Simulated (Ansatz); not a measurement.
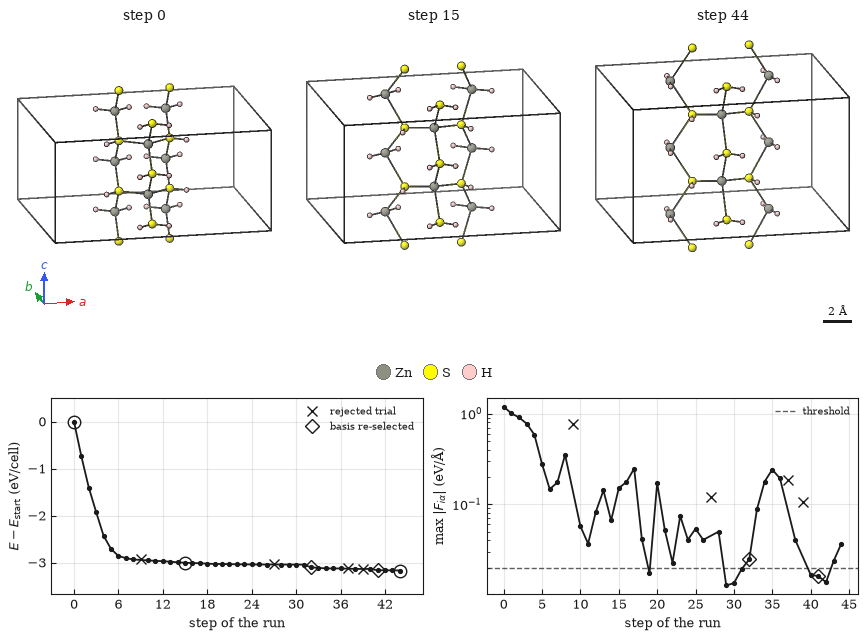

Frames of a relaxation of a wire of composition Zn3H8S3, marked on the history of the run. A ball-and-stick model of the 2 repeat of the cell, with the vacuum cut short, seen slightly off an axis.

Case: wire along [1 1 0], 6 atoms a period, capped with H.

Level of theory: DFT PBE, scalar-relativistic, plane waves, PAW (Ansatz).

The input:
```yaml
crystal:
  lattice:
    - [15.4, 0.0, 0.0]
    - [0.0, 15.1, 0.0]
    - [0.0, 0.0, 3.8487553787]
  atoms:
    - { symbol: Zn, position: [0.5, 0.4511188554, 0.5] }
    - { symbol: S, position: [0.5, 0.3610035896, 0.0] }
    - { symbol: Zn, position: [0.6249595902, 0.631349387, 0.0] }
    - { symbol: S, position: [0.3750404098, 0.5412341212, 0.5] }
    - { symbol: Zn, position: [0.3750404098, 0.631349387, 0.0] }
    - { symbol: S, position: [0.6249595902, 0.5412341212, 0.5] }
    - { symbol: H, position: [0.571575999, 0.3093861814, 0.0] }
    - { symbol: H, position: [0.428424001, 0.3093861814, 0.0] }
    - { symbol: H, position: [0.5427797395, 0.6906138186, 0.0] }
    - { symbol: H, position: [0.7071394409, 0.6906138186, 0.0] }
    - { symbol: H, position: [0.3034644108, 0.489616713, 0.5] }
    - { symbol: H, position: [0.4572202605, 0.6906138186, 0.0] }
    - { symbol: H, position: [0.2928605591, 0.6906138186, 0.0] }
    - { symbol: H, position: [0.6965355892, 0.489616713, 0.5] }
basis:
  ecutwfc: 420
kpoints:
  mp_grid: { grid: [1, 1, 9] }
hamiltonian:
  xc: pbe
scf:
  occupations: { method: gaussian, width: 0.05 }
output:
  forces: true
  stress: true
  eigenvalues: true
  populations: true
  write_density: true
  write_potential: true
  elf: true
  volumetric_format: npy
relax:
  adjacent_minimum: "off"
  f_tol: 0.02
  max_steps: 45
  cell: { fix: [a, b, alpha, beta, gamma], stress_tol: 0.03 }
```

Launched with:
```bash
ansatz run input.yaml --threads 4 --pin off --max-ram 11264MiB --backend cpu --events-out ev --progress --plain --runs-dir out
```

Question: Describe the path.

Answer: The relaxation stopped without meeting its thresholds, so the last structure isn't shown to be converged. The largest moves relative to the centre of the atoms, 3.00 Å, are those of H9 and H12. Largest moves by element: H 3.00 Å, Zn 1.86 Å, S 1.22 Å. Along the periodic axis the drawn cell goes c 7.698 → 10.201 Å (+32.5 %). Some distances before and after: Zn1–S2 2.357 → 3.043 Å, S4–Zn5 2.357 → 3.030 Å, Zn1–S4 2.357 → 2.187 Å, Zn3–H9 1.550 → 1.534 Å. Bond angles that change, for instance: H12–Zn5–H13 109.5° → 171.8°, S4–Zn1–S6 109.5° → 159.5°, H7–S2–H8 109.5° → 93.5°. The energy falls by 3.168 eV per cell of the calculation in 38 accepted moves (44 points after the start). The largest force component goes from 1.2 to 0.037 eV/Å. The line search rejected the trial steps at points 9, 27, 37, 39 of the run. The SCF was repeated twice at an unchanged geometry on a basis and grid sized afresh for the cell, which shifted the energy by 57.4 meV per cell of the calculation at most. Cost: 7 min on 4 threads of Intel(R) Xeon(R) Platinum 8375C CPU @ 2.90GHz (Ice Lake), with other jobs on the host, peak memory 1.7 GiB. From step 0 to 15: H atoms move most (1.99 Å), energy −3.002 eV per cell of the calculation. From step 15 to 44: H atoms move most (1.58 Å), energy −0.166 eV per cell of the calculation.

```
step  E − E(0), meV/atom  largest force component, eV/Å      note
   0                0.00                         1.1902          
   1              -52.99                         1.0047          
   2             -100.25                         0.9056          
   3             -137.74                         0.7733          
   4             -173.47                         0.5843          
   5             -193.52                         0.2776          
   6             -204.13                         0.1465          
   7             -207.49                         0.1742          
   8             -209.51                         0.3505          
   9             -208.67                         0.7675  rejected
  10             -210.98                         0.0571          
  12             -212.11                         0.0821          
  14             -213.89                         0.0662          
  15             -214.44                         0.1506          
  17             -215.16                         0.2474          
  19             -216.31                         0.0173          
  21             -216.64                         0.0517          
  23             -216.96                         0.0741          
  24             -217.06                         0.0406          
  26             -217.15                         0.0404          
  28             -217.16                         0.0498          
  30             -217.28                         0.0135          
  31             -217.28                         0.0192          
  33             -222.28                         0.0878          
  35             -223.13                         0.2411          
  37             -222.65                         0.1831  rejected
  39             -223.47                         0.1059  rejected
  40             -223.91                         0.0167          
  42             -225.94                         0.0138          
  44             -226.27                         0.0368
```
